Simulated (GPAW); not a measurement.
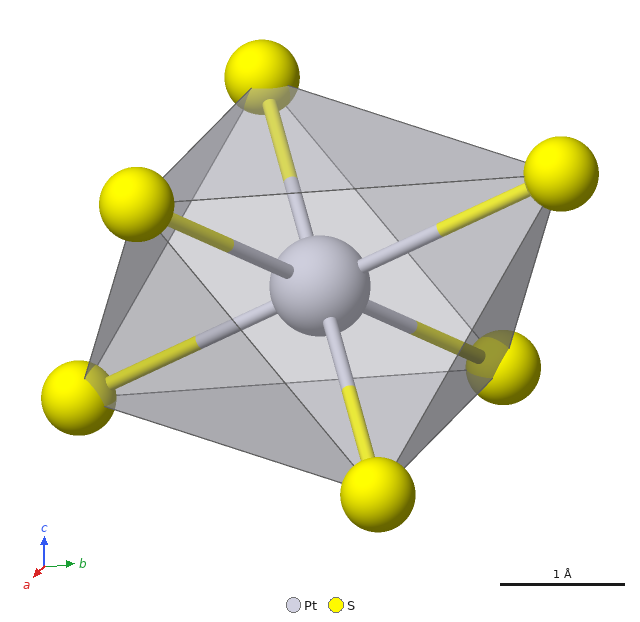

Coordination of Pt in PtS₂ (P-3m1). The shape measure S (0 to 100) is the computed least-squares distance from an ideal polyhedron; S = 0 means ideal. Origin: an entry of the Crystallography Open Database, as set up for an electronic-structure calculation.

**What geometry does the central atom have?**

PtS6: a clearly distorted octahedron (coordination number 6, S = 1.11; next best trigonal prism, S = 16.7).

**Does the central atom sit at the centroid of its ligands?**

Yes, to within 0.01 Å; the site symmetry is -3m.

**How long are the bonds?**

6 × Pt–S 2.34 Å. The next neighbour, not counted, lies at 3.54 Å.
